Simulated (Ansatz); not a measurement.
Take the following structure.

```xyz
8
Lattice="5.4384 0.0000 0.0000 0.0000 5.4384 0.0000 0.0000 0.0000 5.4384" Properties=species:S:1:pos:R:3 pbc="T T T"
Ga    0.0000    0.0000    0.0000
P     1.3596    1.3596    4.0788
Ga    0.0000    2.7192    2.7192
P     1.3596    4.0788    1.3596
Ga    2.7192    0.0000    2.7192
P     4.0788    1.3596    1.3596
Ga    2.7192    2.7192    0.0000
P     4.0788    4.0788    4.0788
```

> Summarise the structure in words.

The solid is GaP. The space group is F-43m (No. 216); the lattice is face-centred cubic. Type of structure: zinc blende (sphalerite type). With Z = 4, the cell contains 4 Ga, 4 P. The polyhedra are GaP4 tetrahedra; they share corners. Each Ga is bonded to four P in a tetrahedral arrangement at 2.35 Å. P is surrounded by four Ga in a tetrahedral arrangement at 2.35 Å. The bonds build a three-dimensional framework.

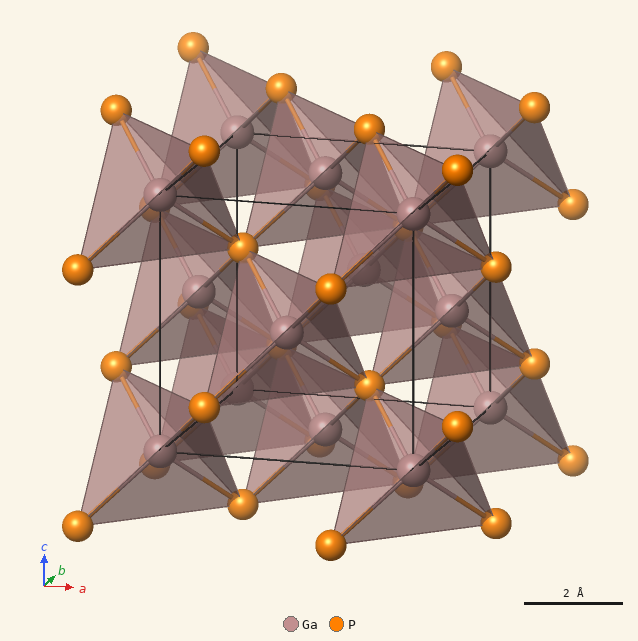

The structure above is drawn in polyhedral style and viewed slightly off an axis. The parallelepiped is the conventional unit cell. Some atoms of the next cells are drawn as well. Colours: gallium pink, phosphorus orange.

Its origin is a structure listed in the Materials Project. Earlier steps of the study may have refined or changed the cell and positions. It went into a calculation with Ansatz.
